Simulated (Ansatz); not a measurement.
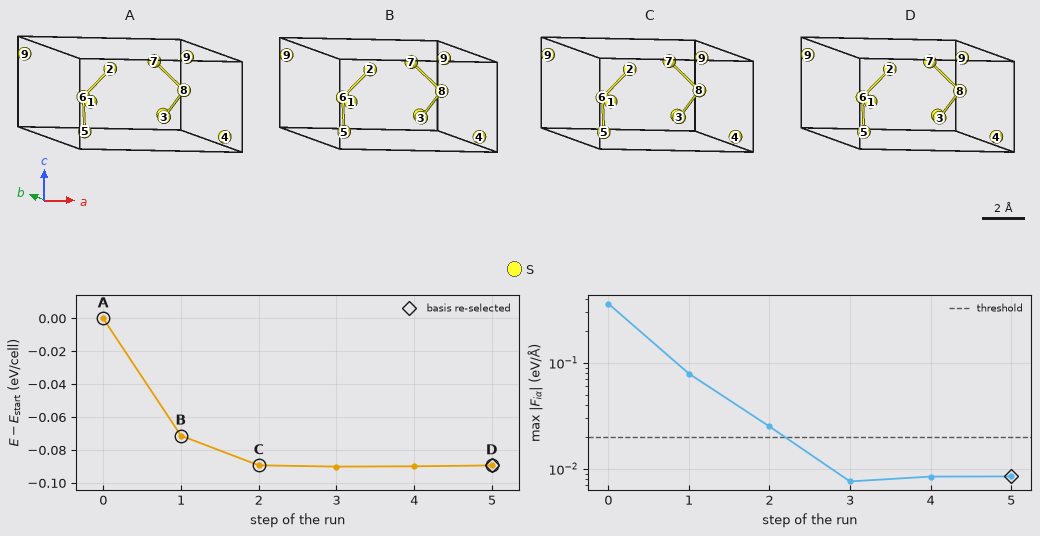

Frames of a relaxation of solid S (set up in P3_221), marked on the history of the run. A ball-and-stick model of the cell of the calculation, seen slightly off an axis.

These are results of DFT PBE+D3(BJ), scalar-relativistic, plane waves, PAW; settings changed (Ansatz 0.2.0), not measurements.

The input:
```yaml
crystal:
  lattice:
    - [7.8483716206, 0.0, 0.0]
    - [-3.9241858103, 6.7968892018, 0.0]
    - [0.0, 0.0, 4.37184727]
  atoms:
    - { symbol: S, position: [0.10746981, 0.10746981, 0.5] }
    - { symbol: S, position: [0.44970978, 0.68978987, 0.73359435] }
    - { symbol: S, position: [0.68978987, 0.44970978, 0.26640565] }
    - { symbol: S, position: [0.89253019, 0.0, 0.16666667] }
    - { symbol: S, position: [0.24008009, 0.55029022, 0.06692768] }
    - { symbol: S, position: [0.31021013, 0.75991991, 0.40026102] }
    - { symbol: S, position: [0.55029022, 0.24008009, 0.93307232] }
    - { symbol: S, position: [0.75991991, 0.31021013, 0.59973898] }
    - { symbol: S, position: [0.0, 0.89253019, 0.83333333] }
basis:
  ecutwfc: 420
kpoints:
  mp_grid: { grid: [9, 9, 9] }
hamiltonian:
  xc: pbe
  dispersion: d3bj
scf:
  occupations: { method: gaussian, width: 0.02 }
  eigensolver: { kind: davidson }
output:
  forces: true
  eigenvalues: true
  stress: true
relax:
  adjacent_minimum: "off"
  f_tol: 0.02
  max_steps: 70
  cell: { stress_tol: 0.1 }
```

Run as
```bash
ansatz run input.yaml --threads 2 --pin off --max-ram 5120MiB --backend cpu --events-out ev --progress --plain --runs-dir out
```

Q: Describe the path.

A: The energy falls by 89.3 meV per cell of the calculation in 4 accepted moves (5 points after the start). The largest force component goes from 0.36 to 0.0085 eV/Å. The pressure goes from 0.47 to −0.01 GPa. The SCF was repeated once at an unchanged geometry on a basis and grid sized afresh for the cell, which shifted the energy by 0.5 meV per cell of the calculation at most. The largest moves relative to the cell, 0.056 Å, are those of S1, S4 and S9. S9 goes along −b. The drawn cell changes as follows: a = b 7.848 → 7.458 Å (−5.0 %), c 4.372 → 4.380 Å (+0.2 %); the volume changes by −9.5 %. Among the contacts that change: S1–S4 2.063 → 2.083 Å, S2–S5 2.056 → 2.071 Å. The space group stays P3_221 (No. 154). Cost: 4.3 min on 2 threads of Arm Neoverse V1 (shared host), peak memory 0.66 GiB. From step 0 to 1: S atoms move most (0.04 Å), volume −6.8 %, energy −71.2 meV per cell of the calculation. From step 1 to 2: S atoms move most (0.02 Å), volume −4.0 %, energy −18.0 meV per cell of the calculation. From step 2 to 5: S atoms move most (0.02 Å), volume +1.0 %, energy −0.1 meV per cell of the calculation.
